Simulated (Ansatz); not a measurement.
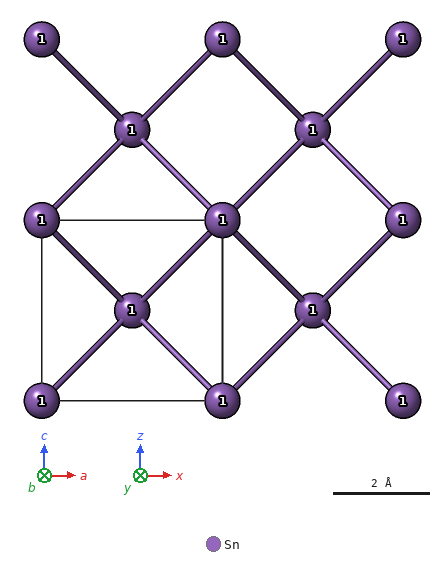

Crystalline Sn (Im-3m): the cell is strained along z alone, with the atoms kept at their fractional coordinates. x, y and z are the Cartesian axes of the input. The picture shows the reference cell. A ball-and-stick model of the conventional cell (2 times the calculation's cell), repeated 2 × 2 × 2 with one cell outlined, seen along the b axis. Lengths and directions refer to the drawn axes.

Level of theory: Ansatz, DFT PBE+D3(BJ), scalar-relativistic, plane waves, PAW. (plane-wave cutoff 420 eV; k-point mesh 18 × 18 × 18; occupations gaussian; smearing width 0.15 eV; no spin polarisation). Energies (free energies at the smearing named) are counted from the cell as listed in its source, which wasn't relaxed.

```
Sn
1.0
    -1.89465    1.89465    1.89465
     1.89465   -1.89465    1.89465
     1.89465    1.89465   -1.89465
Sn
1
Cartesian
  0.0000 0.0000 0.0000
```

### What energies does the calculation give (the strain: −0.1500, −0.1125, −0.0750, 0.0000, 0.0375, 0.0750, 0.1125, 0.1500)?

| strain | ΔE (meV/atom) |
| --- | --- |
| −0.1500 | 86.7 |
| −0.1125 | 30.4 |
| −0.0750 | 2.2 |
| 0.0000 | 0.0 |
| 0.0375 | 11.9 |
| 0.0750 | 31.9 |
| 0.1125 | 59.1 |
| 0.1500 | 89.2 |

Of the computed points the lowest is at the strain 0.00, 0.0 meV/atom. At the ends of the scan the energy is 86.7 meV/atom (−0.15) and 89.2 meV/atom (0.15). The unrelaxed reference is under a pressure of −1.3 GPa, which tilts the curve. The distortion takes the space group from Im-3m to I4/mmm. At the strain −0.15 the cell of the drawing goes c 3.789 → 3.221 Å.
